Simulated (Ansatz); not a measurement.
## Run report: Ta₂N, geometry relaxation (part 1 of 2)

The run: geometry relaxation of Ta₂N (9 atoms in the cell). Method and program: DFT PBEsol, scalar-relativistic, plane waves, PAW, no spin polarisation (Ansatz 0.2.0).

The structure derives from a Materials Project entry. It belongs to a series of runs on one base structure; here: cell and atoms relaxed tightly for response. Figures and captions count atoms from 1; the log counts them from 0 in places.

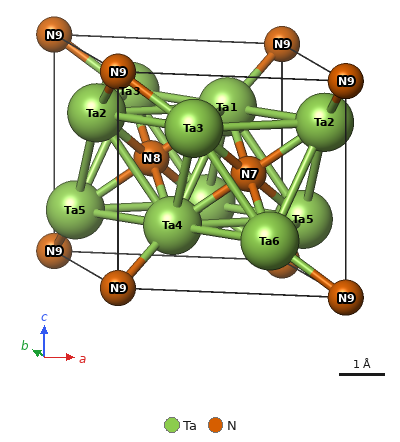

*The starting structure (ball-and-stick view of the cell of the calculation, seen slightly off an axis; atoms are numbered from 1 in the order of the input). An atom can appear more than once, as a periodic image.*

The input
```yaml
crystal:
  lattice:
    - [5.2640975654, 0.0, 0.0]
    - [-2.6320487827, 4.5588422196, 0.0]
    - [0.0, 0.0, 4.9126024357]
  atoms:
    - { symbol: Ta, position: [0.6668041034, 0.6668041034, 0.7527922838] }
    - { symbol: Ta, position: [0.0, 0.3331958966, 0.7527922838] }
    - { symbol: Ta, position: [0.3331958966, 0.0, 0.7527922838] }
    - { symbol: Ta, position: [0.3331958966, 0.3331958966, 0.2472077162] }
    - { symbol: Ta, position: [0.0, 0.6668041034, 0.2472077162] }
    - { symbol: Ta, position: [0.6668041034, 0.0, 0.2472077162] }
    - { symbol: "N", position: [0.6666666667, 0.3333333333, 0.5] }
    - { symbol: "N", position: [0.3333333333, 0.6666666667, 0.5] }
    - { symbol: "N", position: [0.0, 0.0, 0.0] }
basis:
  ecutwfc: 420
kpoints:
  mp_grid: { grid: [12, 12, 8] }
hamiltonian:
  xc: pbesol
scf:
  occupations: { method: fermi_dirac, width: 0.15 }
output:
  forces: true
  stress: true
  eigenvalues: true
relax:
  adjacent_minimum: "off"
  f_tol: 0.001
  max_steps: 60
  cell: { stress_tol: 0.01 }
```

Command:
```bash
ansatz run input.yaml --threads 4 --pin off --max-ram 12288MiB --backend cpu --events-out ev --progress --plain --runs-dir out
```

What the program printed
```
band count auto-derived: 58 (N_el = 93.0; filled up to band 47; 56 by the electrons, moments and atoms)
Engine: ansatz 0.2.0, x86_64-unknown-linux-gnu
Pseudopotentials: kind: paw
Pseudopotential: Ta, paw, valence charge 13, recommended cutoff 420 eV (normal), Ta.paw.azcp
Pseudopotential: N, paw, valence charge 5, recommended cutoff 420 eV (normal), N.paw.azcp
Functional definition: PBEsol
  exchange = pbesol_x
  correlation = pbesol_c
Crystal: 9 atoms, lattice volume = 117.894 Å³
Basis set: ecut = 420 eV, 2303 PW (Γ), exchange–correlation on 72×72×72 points (8 copies of the dense FFT grid, shifted against one another)
Bands: 58, of which v1, the nominal top of the filled ones, is band 47 counted from 1 (46 counted from 0)
Symmetry: 12 space group operations
Space group: P-31m (ITA 162), of the structure as read, at distance tolerance 4.9e-5 Å
k-points: 131 of 1152
Non-local potential: Ta, projectors of the file, l = 0: 3, l = 1: 2, l = 2: 2, l = 3: 1
Non-local potential: N, projectors of the file, l = 0: 2, l = 1: 2, l = 2: 1
PAW form: soft (Blöchl's): semilocal exchange-correlation on the pseudo side does not see the compensation charge
PAW frozen core: Ta, regenerated for the run's functional, and the local potential with it (the file was generated under x = pbe(κ = 0.804, μ = 0.2195149727645171), c = pbe(β = 0.06672455060314922))
PAW frozen core: N, regenerated for the run's functional, and the local potential with it (the file was generated under x = pbe(κ = 0.804, μ = 0.2195149727645171), c = pbe(β = 0.06672455060314922))
PAW one-centre angular grid: Ta, 590 points (default); XC on 64 Gauss nodes
PAW one-centre angular grid: N, 110 points (default); XC on 64 Gauss nodes
Initial density: superposition of atomic densities (neutral atoms: chi_scale 0, normalization atom), corrected by the library's trained network
Initial wavefunctions: pseudopotential atomic-orbital guess
Functional: x = pbesol(κ = 0.804, μ = 0.12345679012345678), c = pbesol(β = 0.046)
SCF iter   1: F=—  HF=-59984.069928 eV  |F-HF|=—  |Δ(HF+E_count)|=         —  Δρ=9.47e-3  dr2=9.18e-2  ethr=1.77e-3  ⟨swp⟩=5.2  Hψ=28644  notcnv=0
preconditioner: auto → Kerker (q_TF=auto, 2.623 Å⁻¹)  [metal: Δε(μ)=0.014 eV  Ē_g=8.310 eV  σ=0.150 eV  W_gap=0.02  n_scr=28 (ndim 8)  ℏωp=22.9 eV  f_vac=0.000  D(μ)=3.24/eV (n_scr^D=20)]
SCF iter   2: F=—  HF=-59984.052668 eV  |F-HF|=—  |Δ(HF+E_count)|=   1.73e-2  Δρ=3.87e-3  dr2=1.81e-2  ethr=9.87e-5  ⟨swp⟩=2.0  Hψ=10330  notcnv=0
SCF iter   3: F=—  HF=-59984.050347 eV  |F-HF|=—  |Δ(HF+E_count)|=   2.32e-3  Δρ=1.87e-3  dr2=5.36e-3  ethr=1.94e-5  ⟨swp⟩=1.0  Hψ=7602  notcnv=0
SCF iter   4: F=—  HF=-59984.049088 eV  |F-HF|=—  |Δ(HF+E_count)|=   1.26e-3  Δρ=2.73e-4  dr2=9.90e-5  ethr=5.77e-6  ⟨swp⟩=2.0  Hψ=9004  notcnv=0
SCF iter   5: F=—  HF=-59984.049092 eV  |F-HF|=—  |Δ(HF+E_count)|=   3.84e-6  Δρ=1.37e-4  dr2=1.95e-5  ethr=1.06e-7  ⟨swp⟩=2.0  Hψ=10761  notcnv=0
SCF iter   6: F=—  HF=-59984.049088 eV  |F-HF|=—  |Δ(HF+E_count)|=   4.23e-6  Δρ=2.56e-5  dr2=6.71e-7  ethr=2.10e-8  ⟨swp⟩=2.0  Hψ=10435  notcnv=0
SCF iter   7: F=-59984.049088 eV  HF=-59984.049088 eV  |F-HF|=1.82e-8  |Δ(HF+E_count)|=   1.18e-7  Δρ=5.37e-6  dr2=3.36e-8  ethr=1.08e-10  ⟨swp⟩=8.6  Hψ=29855  notcnv=0
SCF 1 converged in 7 iterations: F = -59984.049088 eV  dr2 = 3.36e-8
  greatest PAW one-centre occupation: 1.000 electrons in one spin orbital (limit 2), on the Ta atom at site 5 (counted from 0), in its partial waves of l = 0
relax step   1: F+E_penalty+E_count = -59984.04908755 eV  Δ(F+E_penalty+E_count) = +0.000e0 eV  max|allowed force component| = 2.394e-2 eV/Å  Δτ_max = 0.0000 Å  P = +0.113 GPa  Ω = 117.894 Å³  (7 SCF iters, dr2 threshold 1.00e-7 eV, accepted)
Crystal: 9 atoms, lattice volume = 118.053 Å³
Basis set: ecut = 420 eV, 2315 PW (Γ), exchange–correlation on 72×72×72 points (8 copies of the dense FFT grid, shifted against one another)
Initial density: handed on by an earlier stage of this run
Initial wavefunctions: those handed on with the density
iter 1 solved again at ethr=2.51e-6 eV; its pass at ethr=3.10e-3 eV (dr2=2.33e-3 eV) is discarded
SCF iter   1: F=—  HF=-59984.048769 eV  |F-HF|=—  |Δ(HF+E_count)|=         —  Δρ=7.40e-4  dr2=2.26e-3  ethr=2.51e-6  ⟨swp⟩=3.0  Hψ=33596  notcnv=0
preconditioner: auto → Kerker (q_TF=auto, 2.622 Å⁻¹)  [metal: Δε(μ)=0.028 eV  Ē_g=8.340 eV  σ=0.150 eV  W_gap=0.05  n_scr=28 (ndim 8)  ℏωp=22.9 eV  f_vac=0.000  D(μ)=3.27/eV (n_scr^D=20)]
SCF iter   2: F=—  HF=-59984.048448 eV  |F-HF|=—  |Δ(HF+E_count)|=   3.21e-4  Δρ=4.55e-4  dr2=8.96e-4  ethr=2.43e-6  ⟨swp⟩=1.1  Hψ=7606  notcnv=0
SCF iter   3: F=—  HF=-59984.048195 eV  |F-HF|=—  |Δ(HF+E_count)|=   2.53e-4  Δρ=1.51e-4  dr2=5.38e-5  ethr=9.63e-7  ⟨swp⟩=2.0  Hψ=9077  notcnv=0
SCF iter   4: F=—  HF=-59984.048207 eV  |F-HF|=—  |Δ(HF+E_count)|=   1.26e-5  Δρ=4.92e-5  dr2=6.00e-6  ethr=5.79e-8  ⟨swp⟩=2.0  Hψ=10546  notcnv=0
SCF iter   5: F=—  HF=-59984.048207 eV  |F-HF|=—  |Δ(HF+E_count)|=   7.34e-7  Δρ=2.77e-5  dr2=3.30e-6  ethr=6.45e-9  ⟨swp⟩=2.0  Hψ=11403  notcnv=0
SCF iter   6: F=—  HF=-59984.048206 eV  |F-HF|=—  |Δ(HF+E_count)|=   7.48e-7  Δρ=1.04e-5  dr2=4.41e-7  ethr=3.55e-9  ⟨swp⟩=2.0  Hψ=8984  notcnv=0
SCF iter   7: F=-59984.048206 eV  HF=-59984.048206 eV  |F-HF|=9.95e-9  |Δ(HF+E_count)|=   1.10e-7  Δρ=1.93e-6  dr2=1.23e-8  ethr=1.15e-10  ⟨swp⟩=6.5  Hψ=27970  notcnv=0
SCF 2 converged in 7 iterations: F = -59984.048206 eV  dr2 = 1.23e-8
relax step   2: F+E_penalty+E_count = -59984.04820588 eV  Δ(F+E_penalty+E_count) = +8.817e-4 eV  max|allowed force component| = 5.081e-2 eV/Å  Δτ_max = 0.0044 Å  P = -0.246 GPa  Ω = 118.053 Å³  energy of the carried Pulay correction = -2.963e-4 eV  (7 SCF iters, dr2 threshold 1.07e-7 eV, rejected (line search))
Crystal: 9 atoms, lattice volume = 117.943 Å³
iter 1 solved again at ethr=1.27e-6 eV; its pass at ethr=3.10e-3 eV (dr2=1.18e-3 eV) is discarded
SCF iter   1: F=—  HF=-59984.049410 eV  |F-HF|=—  |Δ(HF+E_count)|=         —  Δρ=5.26e-4  dr2=1.15e-3  ethr=1.27e-6  ⟨swp⟩=3.0  Hψ=33658  notcnv=0
preconditioner: auto → Kerker (q_TF=auto, 2.622 Å⁻¹)  [metal: Δε(μ)=0.013 eV  Ē_g=8.341 eV  σ=0.150 eV  W_gap=0.02  n_scr=28 (ndim 8)  ℏωp=22.9 eV  f_vac=0.000  D(μ)=3.24/eV (n_scr^D=20)]
SCF iter   2: F=—  HF=-59984.049248 eV  |F-HF|=—  |Δ(HF+E_count)|=   1.63e-4  Δρ=3.20e-4  dr2=4.47e-4  ethr=1.24e-6  ⟨swp⟩=1.0  Hψ=7603  notcnv=0
SCF iter   3: F=—  HF=-59984.049125 eV  |F-HF|=—  |Δ(HF+E_count)|=   1.23e-4  Δρ=1.31e-4  dr2=3.84e-5  ethr=4.80e-7  ⟨swp⟩=2.0  Hψ=9067  notcnv=0
SCF iter   4: F=—  HF=-59984.049137 eV  |F-HF|=—  |Δ(HF+E_count)|=   1.26e-5  Δρ=3.48e-5  dr2=3.03e-6  ethr=4.12e-8  ⟨swp⟩=2.0  Hψ=10553  notcnv=0
SCF iter   5: F=—  HF=-59984.049137 eV  |F-HF|=—  |Δ(HF+E_count)|=   1.21e-7  Δρ=1.98e-5  dr2=1.65e-6  ethr=3.26e-9  ⟨swp⟩=2.0  Hψ=11381  notcnv=0
SCF iter   6: F=—  HF=-59984.049137 eV  |F-HF|=—  |Δ(HF+E_count)|=   3.75e-7  Δρ=7.33e-6  dr2=2.17e-7  ethr=1.78e-9  ⟨swp⟩=2.0  Hψ=8990  notcnv=0
SCF iter   7: F=—  HF=-59984.049137 eV  |F-HF|=—  |Δ(HF+E_count)|=   5.39e-8  Δρ=1.83e-6  dr2=7.34e-9  ethr=2.33e-10  ⟨swp⟩=2.2  Hψ=10977  notcnv=0
SCF iter   8: F=—  HF=-59984.049137 eV  |F-HF|=—  |Δ(HF+E_count)|=   1.66e-9  Δρ=2.46e-7  dr2=6.15e-11  ethr=7.89e-12  ⟨swp⟩=2.0  Hψ=10903  notcnv=0
SCF iter   9: F=—  HF=-59984.049137 eV  |F-HF|=—  |Δ(HF+E_count)|=  7.28e-12  Δρ=5.59e-8  dr2=7.94e-12  ethr=1.00e-12  ⟨swp⟩=1.0  Hψ=7598  notcnv=0
SCF iter  10: F=-59984.049137 eV  HF=-59984.049137 eV  |F-HF|=7.28e-12  |Δ(HF+E_count)|=    0.00e0  Δρ=1.16e-8  dr2=3.86e-13  ethr=1.00e-12  ⟨swp⟩=5.4  Hψ=29805  notcnv=0
SCF 3 converged in 10 iterations: F = -59984.049137 eV  dr2 = 3.86e-13
relax step   3: F+E_penalty+E_count = -59984.04913688 eV  Δ(F+E_penalty+E_count) = -4.933e-5 eV  max|allowed force component| = 1.532e-3 eV/Å  Δτ_max = 0.0014 Å  P = -0.000 GPa  Ω = 117.943 Å³  energy of the carried Pulay correction = -9.145e-5 eV  (10 SCF iters, accepted)
iter 1 solved again at ethr=3.12e-10 eV; its pass at ethr=3.10e-3 eV (dr2=2.90e-7 eV) is discarded
SCF iter   1: F=—  HF=-59984.049118 eV  |F-HF|=—  |Δ(HF+E_count)|=         —  Δρ=1.25e-5  dr2=3.61e-7  ethr=3.12e-10  ⟨swp⟩=2.2  Hψ=33508  notcnv=0
preconditioner: auto → Kerker (q_TF=auto, 2.622 Å⁻¹)  [metal: Δε(μ)=0.016 eV  Ē_g=8.342 eV  σ=0.150 eV  W_gap=0.03  n_scr=28 (ndim 8)  ℏωp=22.9 eV  f_vac=0.000  D(μ)=3.25/eV (n_scr^D=20)]
SCF iter   2: F=—  HF=-59984.049138 eV  |F-HF|=—  |Δ(HF+E_count)|=   1.99e-5  Δρ=4.28e-6  dr2=5.96e-8  ethr=3.12e-10  ⟨swp⟩=2.0  Hψ=10259  notcnv=0
SCF iter   3: F=—  HF=-59984.049138 eV  |F-HF|=—  |Δ(HF+E_count)|=   1.19e-8  Δρ=1.97e-6  dr2=1.56e-8  ethr=6.41e-11  ⟨swp⟩=2.2  Hψ=9159  notcnv=0
SCF iter   4: F=—  HF=-59984.049138 eV  |F-HF|=—  |Δ(HF+E_count)|=   4.57e-9  Δρ=6.38e-7  dr2=4.45e-10  ethr=1.67e-11  ⟨swp⟩=2.0  Hψ=10106  notcnv=0
SCF iter   5: F=-59984.049138 eV  HF=-59984.049138 eV  |F-HF|=8.00e-11  |Δ(HF+E_count)|=  1.24e-10  Δρ=2.59e-7  dr2=5.68e-11  ethr=1.00e-12  ⟨swp⟩=4.7  Hψ=24076  notcnv=0
SCF 4 converged in 5 iterations: F = -59984.049138 eV  dr2 = 5.68e-11
relax step   4: F+E_penalty+E_count = -59984.04913758 eV  Δ(F+E_penalty+E_count) = -6.926e-7 eV  max|allowed force component| = 8.825e-5 eV/Å  Δτ_max = 0.0001 Å  P = +0.000 GPa  Ω = 117.943 Å³  energy of the carried Pulay correction = -9.108e-5 eV  (5 SCF iters, dr2 threshold 1.47e-10 eV, accepted)
Initial wavefunctions: pseudopotential atomic-orbital guess (no wavefunctions were taken with the density)
iter 1 solved again at ethr=3.54e-8 eV; its pass at ethr=3.10e-3 eV (dr2=3.29e-5 eV) is discarded
SCF iter   1: F=—  HF=-59984.049194 eV  |F-HF|=—  |Δ(HF+E_count)|=         —  Δρ=2.09e-6  dr2=8.33e-10  ethr=3.54e-8  ⟨swp⟩=4.0  Hψ=51108  notcnv=0
eigensolver tolerance schedule: the retry pair's looser diagonalisation over-reported the residual by 39509.38 of it (diagonalisation noise at 0.82 of the residual, at the tolerance the schedule requests for it); recorded, not acted on — ethr = c·dr2/N_el stays at c = 1.0e-1
SCF iter   2: F=—  HF=-59984.049214 eV  |F-HF|=—  |Δ(HF+E_count)|=   2.06e-5  Δρ=1.00e-6  dr2=1.90e-10  ethr=1.00e-12  ⟨swp⟩=3.4  Hψ=20577  notcnv=0
SCF iter   3: F=—  HF=-59984.049214 eV  |F-HF|=—  |Δ(HF+E_count)|=  1.67e-10  Δρ=4.51e-7  dr2=3.95e-11  ethr=1.00e-12  ⟨swp⟩=1.0  Hψ=7598  notcnv=0
SCF iter   4: F=-59984.049214 eV  HF=-59984.049214 eV  |F-HF|=0.00e0  |Δ(HF+E_count)|=  2.91e-11  Δρ=2.89e-8  dr2=1.97e-12  ethr=1.00e-12  ⟨swp⟩=7.6  Hψ=34930  notcnv=0
SCF 5 converged in 4 iterations: F = -59984.049214 eV  dr2 = 1.97e-12
relax step   5: F+E_penalty+E_count = -59984.04921421 eV  Δ(F+E_penalty+E_count) = -7.663e-5 eV  max|allowed force component| = 8.683e-5 eV/Å  Δτ_max = 0.0000 Å  P = +0.001 GPa  Ω = 117.943 Å³  stress off target by 3.41e-3 GPa  SCF on the basis re-selected at this cell (its energy is not comparable with the rows above)  (4 SCF iters)
```

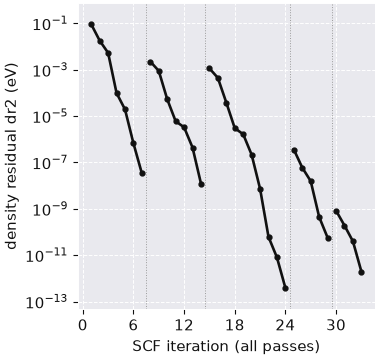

*Convergence of the self-consistent field: density residual dr2 against the SCF iteration. The dotted lines part the SCF passes of the relaxation: geometry steps, rejected trials and re-solves on a re-selected basis.*

The 5 passes take 4 to 10 iterations each, 33 in all.

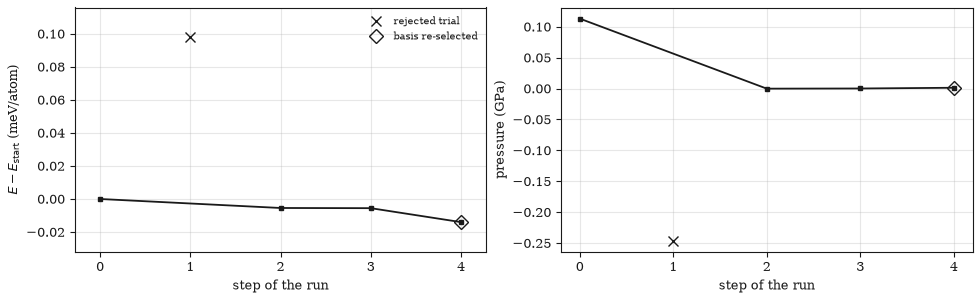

*Progress of the relaxation, step by step (the first geometry is step 0 here and step 1 in the log).*

No atom moves by more than 0.005 Å relative to the cell. The space group stays P-31m (No. 162). After 3 geometry steps the energy has fallen by next to nothing (0.0 meV per atom). Largest force component: 0.024 eV/Å at the start, under 0.0001 eV/Å at the end. Pressure: 0.11 GPa at the start and 0.00 GPa at the end. The line search rejected the trial step at point 1 (counted from 0) and went back. A last SCF at the same geometry on a re-selected plane-wave basis shifts the energy by next to nothing (0.0 meV per atom).
